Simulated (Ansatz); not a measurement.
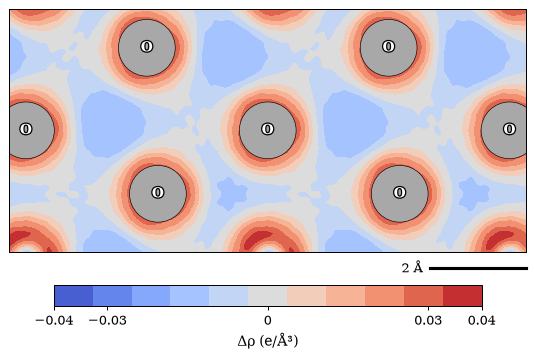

Ga2O3. Difference of the valence pseudo-densities of two functionals at the same geometry, on the (111) plane of the calculation cell: r2SCAN less PBEsol.

Both computed with Ansatz (plane waves, PAW), on the same k-point mesh. Grey discs cover the atomic cores.

Where does the change of functional move the electrons?

Against PBEsol, r2SCAN gives more density around O (+0.019 e/Å³ on average at 0.7 Å from the nucleus) and less density in the space between the atoms (−0.004 e/Å³ on average).
